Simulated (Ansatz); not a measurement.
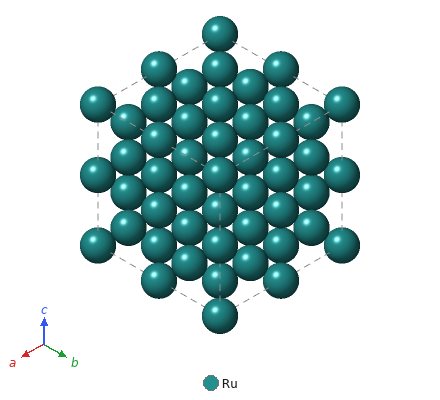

Ru (Fm-3m, No. 225): the geometry relaxed with DFT, LDA (PW92), plane waves (420 eV) with PAW, scalar-relativistic in Ansatz; the starting structure was generated, so it need not be a known form of this composition.

```cif
data_structure
_symmetry_space_group_name_H-M 'Fm-3m'
_symmetry_Int_Tables_number 225
_cell_length_a 3.7474
_cell_length_b 3.7474
_cell_length_c 3.7474
_cell_angle_alpha 90.000
_cell_angle_beta 90.000
_cell_angle_gamma 90.000
_cell_volume 52.62
loop_
_atom_site_label
_atom_site_type_symbol
_atom_site_symmetry_multiplicity
_atom_site_Wyckoff_symbol
_atom_site_fract_x
_atom_site_fract_y
_atom_site_fract_z
_atom_site_occupancy
Ru1 Ru 4 a 0.00000 0.00000 0.00000 1
```

Q: What will a map of the projected electrostatic potential along [111] show? Computed as the sum of neutral-atom potentials (tabulated electron scattering factors, B = 0.5 Å²) projected along the beam and smoothed by 0.25 Å; brighter is more positive.

A: The columns repeat on a hexagonal net with a repeat of 1.53 Å (plane group p6mm). All columns are alike (Ru). The shortest distance between visible columns is 1.53 Å in projection. Along the beam the structure repeats every 6.49 Å.

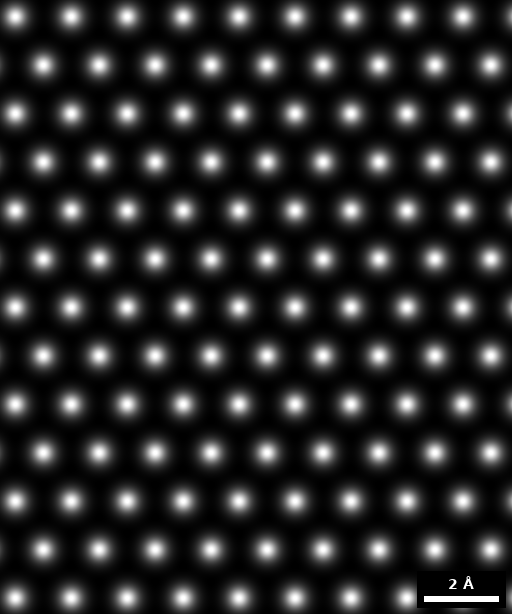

The simulated image.

Q: What mean inner potential do neutral atoms give for this crystal?

A: About 35 V (the sum of the forward scattering factors over the cell volume; bonding usually lowers the true value).
